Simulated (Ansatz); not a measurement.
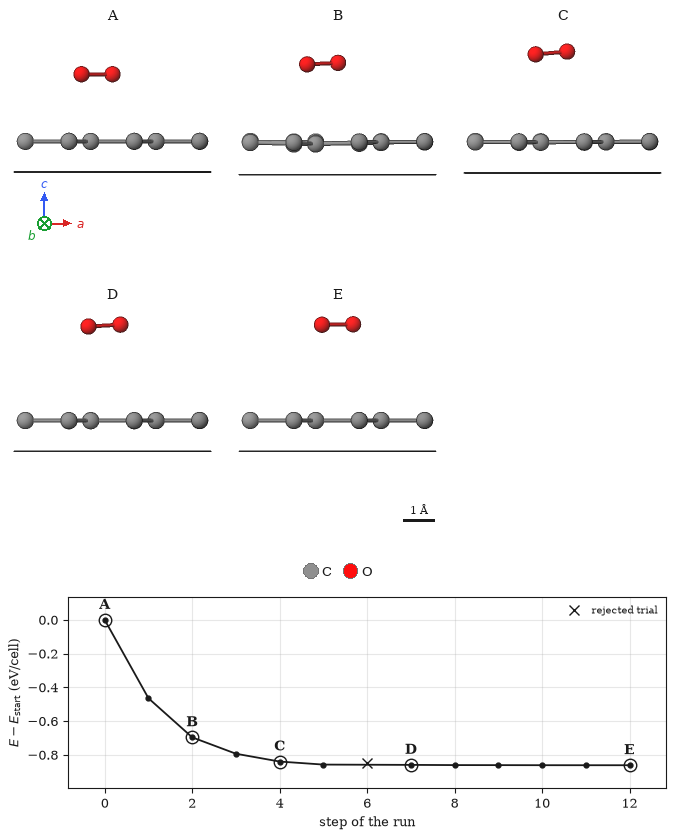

Frames of a constrained relaxation of a slab of composition C9O (cut from the R-3m phase), marked on the history of the run. Style: ball-and-stick. Shown: the cell of the calculation, outlined in the plane, without the vacuum (origin shifted), along the b axis.

Case: 1 O2 a cell, flat, over a hollow C-C site. The slab is the (0 0 1) face of C with O2 on it. 1 atoms are held fixed.

The calculation used DFT PBE+D3(BJ), scalar-relativistic, plane waves, PAW in Ansatz. (plane-wave cutoff 420 eV; k-point mesh 3 × 3 × 1; occupations gaussian; smearing width 0.05 eV; collinear spin; dipole correction; atoms relaxed in a fixed cell; force threshold 0.04 eV/Å; at most 100 steps)

### What happens along the run?

The energy falls by 0.861 eV per cell of the calculation in 11 accepted moves (12 points after the start). Largest force component: 1.6 eV/Å at the start, 0.017 eV/Å at the end. The line search rejected the trial step at point 6 of the run. The largest moves, 1.13 Å, are those of O atoms. By element the largest moves are O 1.13 Å, C 0.01 Å. The lattice vectors keep their values. Near-neighbour distances that change, for instance: O–O 1.235 → 1.225 Å. Cost: 15 min on 2 threads of Arm Neoverse V1, on a shared host, peak memory 1.3 GiB. From step 0 to 2: an O atom moves most (0.37 Å), energy −0.696 eV per cell of the calculation. From step 2 to 4: an O atom moves most (0.40 Å), energy −0.143 eV per cell of the calculation. From step 4 to 7: an O atom moves most (0.25 Å), energy −19.8 meV per cell of the calculation. From step 7 to 12: O atoms move most (0.31 Å), energy −2.0 meV per cell of the calculation.

| step | E − E(0), meV/atom | largest force component, eV/Å | note |
| --- | --- | --- | --- |
| 0 | 0.00 | 1.6446 |  |
| 1 | -23.21 | 0.8359 |  |
| 2 | -34.78 | 0.3723 |  |
| 3 | -39.64 | 0.2030 |  |
| 4 | -41.95 | 0.0956 |  |
| 5 | -42.85 | 0.0972 |  |
| 6 | -42.43 | 1.0727 | rejected |
| 7 | -42.94 | 0.0406 |  |
| 8 | -43.00 | 0.0099 |  |
| 9 | -43.01 | 0.0064 |  |
| 10 | -43.03 | 0.0584 |  |
| 11 | -43.04 | 0.0375 |  |
| 12 | -43.04 | 0.0168 |  |

Limits of the set-up: the periodic images lie only 7.4 Å apart, so the values are limited by the cell's size.
